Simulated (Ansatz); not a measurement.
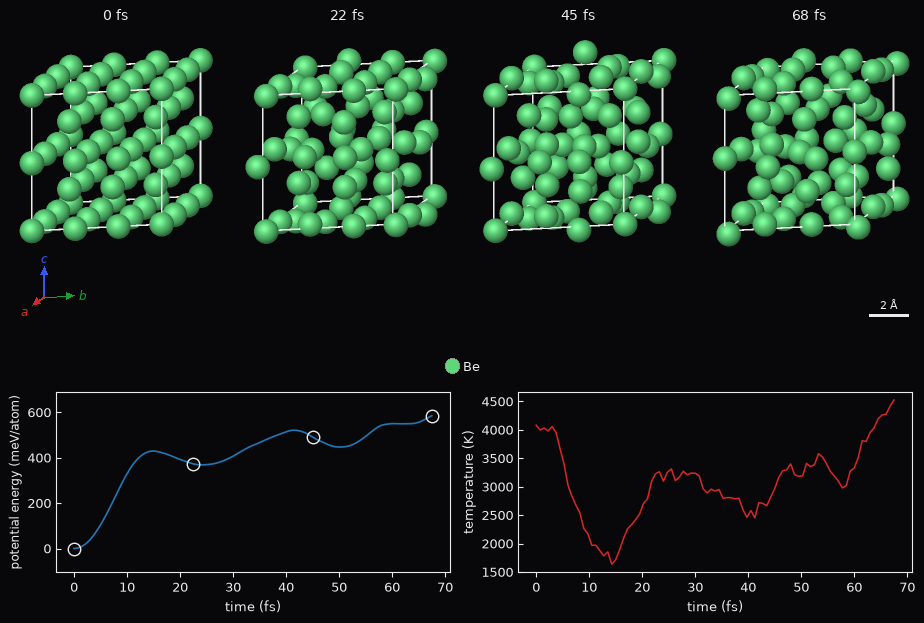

Molecular dynamics of a 36-atom cell of Be, 68 fs long. The cell was cut from the hcp crystal. Frames and the history of the run. The picture is a spheres-only view of the simulation cell, seen slightly off an axis.

Computed with Ansatz, DFT PBE, scalar-relativistic, plane waves, PAW. Settings: plane-wave cutoff 420 eV; k-point mesh 2 × 2 × 2; Fermi-Dirac smearing 0.36 eV; low-accuracy preset; Langevin thermostat (NVT); set temperature 4200 K; time step 0.75 fs; friction 0.02 per fs.

Input file:
```yaml
accuracy: low
crystal:
  lattice:
    - [6.87, 0.0, 0.0]
    - [-3.435, 5.949595, 0.0]
    - [0.0, 0.0, 7.17686]
  atoms:
    - { symbol: Be, position: [0.0, 0.0, 0.0] }
    - { symbol: Be, position: [0.1111111, 0.2222222, 0.25] }
    - { symbol: Be, position: [0.0, 0.0, 0.5] }
    - { symbol: Be, position: [0.1111111, 0.2222222, 0.75] }
    - { symbol: Be, position: [0.0, 0.3333333, 0.0] }
    - { symbol: Be, position: [0.1111111, 0.5555556, 0.25] }
    - { symbol: Be, position: [0.0, 0.3333333, 0.5] }
    - { symbol: Be, position: [0.1111111, 0.5555556, 0.75] }
    - { symbol: Be, position: [0.0, 0.6666667, 0.0] }
    - { symbol: Be, position: [0.1111111, 0.8888889, 0.25] }
    - { symbol: Be, position: [0.0, 0.6666667, 0.5] }
    - { symbol: Be, position: [0.1111111, 0.8888889, 0.75] }
    - { symbol: Be, position: [0.3333333, 0.0, 0.0] }
    - { symbol: Be, position: [0.4444444, 0.2222222, 0.25] }
    - { symbol: Be, position: [0.3333333, 0.0, 0.5] }
    - { symbol: Be, position: [0.4444444, 0.2222222, 0.75] }
    - { symbol: Be, position: [0.3333333, 0.3333333, 0.0] }
    - { symbol: Be, position: [0.4444444, 0.5555556, 0.25] }
    - { symbol: Be, position: [0.3333333, 0.3333333, 0.5] }
    - { symbol: Be, position: [0.4444444, 0.5555556, 0.75] }
    - { symbol: Be, position: [0.3333333, 0.6666667, 0.0] }
    - { symbol: Be, position: [0.4444444, 0.8888889, 0.25] }
    - { symbol: Be, position: [0.3333333, 0.6666667, 0.5] }
    - { symbol: Be, position: [0.4444444, 0.8888889, 0.75] }
    - { symbol: Be, position: [0.6666667, 0.0, 0.0] }
    - { symbol: Be, position: [0.7777778, 0.2222222, 0.25] }
    - { symbol: Be, position: [0.6666667, 0.0, 0.5] }
    - { symbol: Be, position: [0.7777778, 0.2222222, 0.75] }
    - { symbol: Be, position: [0.6666667, 0.3333333, 0.0] }
    - { symbol: Be, position: [0.7777778, 0.5555556, 0.25] }
    - { symbol: Be, position: [0.6666667, 0.3333333, 0.5] }
    - { symbol: Be, position: [0.7777778, 0.5555556, 0.75] }
    - { symbol: Be, position: [0.6666667, 0.6666667, 0.0] }
    - { symbol: Be, position: [0.7777778, 0.8888889, 0.25] }
    - { symbol: Be, position: [0.6666667, 0.6666667, 0.5] }
    - { symbol: Be, position: [0.7777778, 0.8888889, 0.75] }
basis:
  ecutwfc: 420.0
kpoints:
  mp_grid: { grid: [2, 2, 2] }
hamiltonian:
  xc: pbe
scf:
  occupations: { method: fermi_dirac, width: 0.36 }
  lower_state_search: "off"
md:
  timestep: 0.75
  n_steps: 90
  ensemble: nvt_langevin
  temperature: 4200.0
  initial_velocities: maxwell_boltzmann
  seed: 402180
  friction: 0.02
```

Run as
```bash
ansatz run input.yaml --threads 1 --pin off --max-ram 3072MiB --backend cpu --events-out ev --progress --plain --runs-dir out
```

> What do the frames and curves show?

Root-mean-square distances from the starting positions over the second half, with the common drift of all atoms taken out: Be 0.50 Å. The run lasts only 68 fs, too short to tell vibration from diffusion. Over the second half the temperature averages 3265 K (spread ±526 K). The potential energy is still drifting at the end, so the run hasn't reached equilibrium. The potential energy in the second half lies on average 506 meV per atom above the first frame.

Limits of the set-up: the k-point mesh is coarse for a cell with partly filled bands; the program's low-accuracy preset was used.
